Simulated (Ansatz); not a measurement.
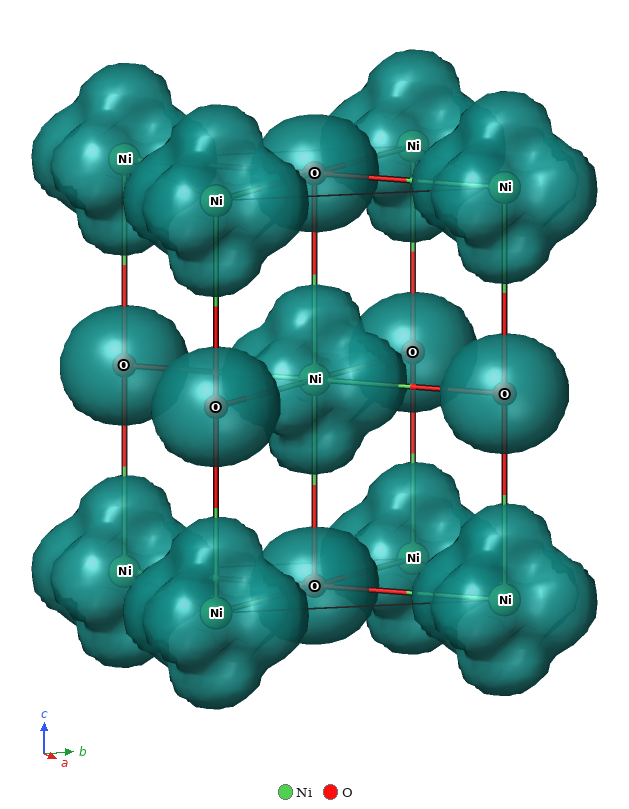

NiO. Isosurfaces of the spin density at +0.06 (teal) and −0.06 e/Å³ (pink), seen slightly off an axis. Sticks mark near contacts.

Space group I4/mmm; changed on purpose from its base cell (band edges of the strained film's bulk); spin-polarised.

Computed with DFT PBEsol, scalar-relativistic, plane waves, PAW in Ansatz.

```
CELL_PARAMETERS angstrom
2.94645 0.00000 0.00000
0.00000 2.94645 0.00000
0.00000 0.00000 4.05527
ATOMIC_POSITIONS crystal
Ni 0.00000 0.00000 0.00000
Ni 0.50000 0.50000 0.50000
O 0.00000 0.00000 0.50000
O 0.50000 0.50000 0.00000
```

**Describe the spin distribution.**

The spin density sits on Ni: +1.0 μB (×2) in one cell of 4 atoms, with smaller moments on other sites: O (up to +0.19 μB): parallel moments (a ferromagnetic arrangement) in this solution. The cell of the calculation (2 atoms) carries 1.3 μB of net spin moment. Only one sign reaches the isovalue.
